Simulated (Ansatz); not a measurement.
## Electronic structure of GaCuSe2 in real space

The calculation's input:

```
crystal:
  lattice:
    - [3.7295628207, 0.0, 0.0]
    - [0.0, 3.7295628207, 0.0]
    - [0.0, 0.0, 5.2545477339]
  atoms:
    - { symbol: Cu, position: [0.0, 0.0, 0.0] }
    - { symbol: Se, position: [0.0, 0.0, 0.5] }
    - { symbol: Ga, position: [0.5, 0.5, 0.5] }
    - { symbol: Se, position: [0.5, 0.5, 0.0] }
kpoints:
  mp_grid: { grid: [8, 8, 6] }
  band_path:
    path:
      - [[0.0, 0.0, 0.0], [0.0, 0.5, 0.0], [0.5, 0.5, 0.0], [0.0, 0.0, 0.0], [0.0, 0.0, 0.5], [0.0, 0.5, 0.5], [0.5, 0.5, 0.5], [0.0, 0.0, 0.5]]
      - [[0.0, 0.5, 0.0], [0.0, 0.5, 0.5]]
      - [[0.5, 0.5, 0.0], [0.5, 0.5, 0.5]]
    npoints: 10
hamiltonian:
  xc: pbe
scf:
  occupations: { method: fermi_dirac, width: 0.02 }
  n_extra_bands: 5
output:
  forces: true
  stress: true
  eigenvalues: true
  write_density: true
  write_potential: true
  elf: true
  volumetric_format: npy
```

Run with:

```sh
ansatz run input.yaml --threads 2 --pin off --max-ram 2211MiB --backend cpu --events-out ev --progress --plain --runs-dir out
```

Below, planes, directions and counts refer to the conventional cell (a = 3.73 Å, b = 3.73 Å, c = 5.25 Å, α = 90.00°, β = 90.00°, γ = 90.00°).

Space group P4/mmm; started from the I-III-VI2 or I-V-VI2 ordering on rocksalt lattice prototype, which need not be the ambient phase; computed pressure about 2 GPa in this cell; computed without spin polarisation.

The calculation used DFT, PBE, plane waves, PAW (Ansatz 0.2.0).

In a PAW calculation such maps are meaningful between the atoms, not at the nuclei.

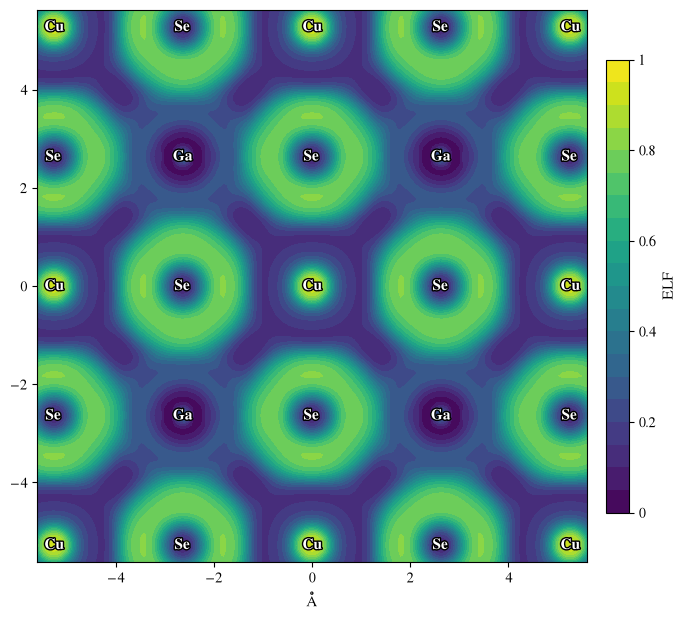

Figure 1. ELF on the (11̄0) plane of the conventional cell.

What do the fields say about this system?

The section cuts through Cu, Se and Ga sites.
Cu–Se (2.63 Å): the ELF is about 0.45 at the midpoint.
Ga–Se (2.63 Å): the ELF is about 0.60 at the midpoint.
The features right at Cu lie inside the PAW spheres, where the map follows smoothed inner orbitals and isn't to be read closely.

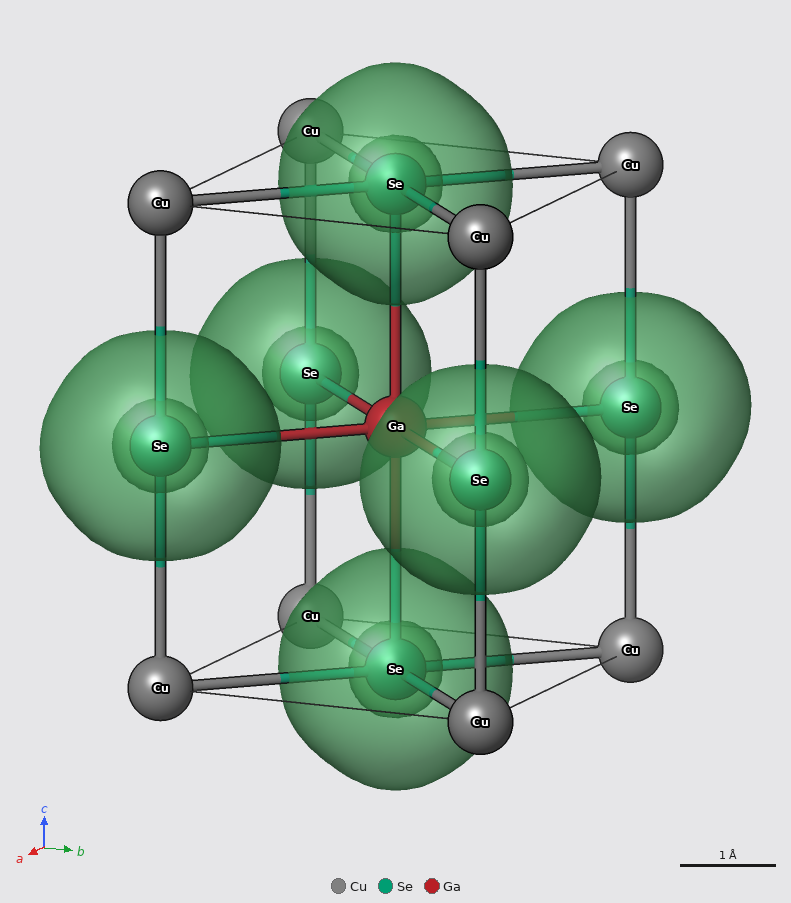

Figure 2. Isosurface of the electron localisation function at 0.6 (green), seen at an oblique angle. Core shells and regions of very low density are left out. Sticks mark near contacts.

What do the ELF domains correspond to?

The surface consists of two regions wrapped around Se (the valence shell of each), counted in one cell of 4 atoms. Regions shared between cells count once.
